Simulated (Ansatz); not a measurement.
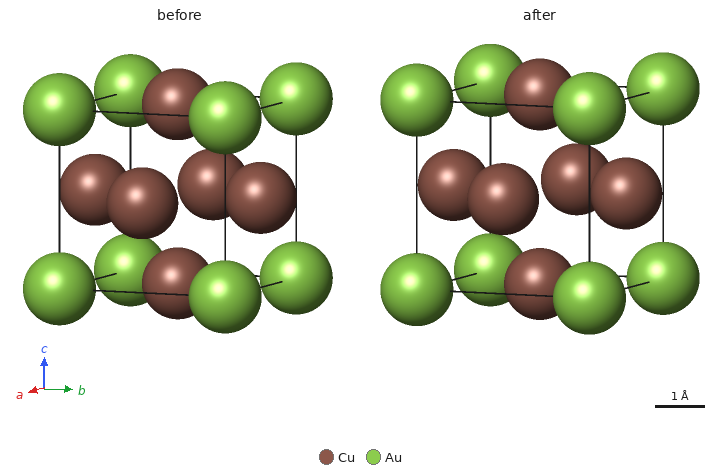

Left: a symmetric starting cell of Cu₃Au. Right: the same structure after one change, at the same scale. Style: spheres-only. Shown: the cell of the calculation, slightly off an axis.

Computed with DFT PBE, scalar-relativistic, plane waves, PAW (Ansatz). (plane-wave cutoff 420 eV; k-point mesh 10 × 10 × 10; occupations gaussian; smearing width 0.1 eV; no spin polarisation)

> What was changed?

The cell is strained by +5.8 % along c, +4.6 % along [1 1 0], +4.0 % along [1 −1 0] (volume +15.1 %), the atoms keeping their fractional coordinates. No relaxation follows. The starting cell wasn't computed here and needn't be at equilibrium, so pressure and forces aren't due to the change alone.

> What does the change do?

Near-neighbour distances before and after: Au–Cu 2.645 → 2.751 to 2.779 Å, Cu–Cu 2.645 → 2.751 to 2.779 Å. The space group (tolerance 0.01 Å) goes from Pm-3m (No. 221) to Cmmm (No. 65). The pressure is −11.5 GPa (not all of it need come from the change, since the unchanged cell can be under pressure at this level too). The principal stresses (compression positive) are −11.1 GPa along [1 −1 0], −11.5 GPa along [1 1 0], −11.8 GPa along c. All forces vanish by symmetry.
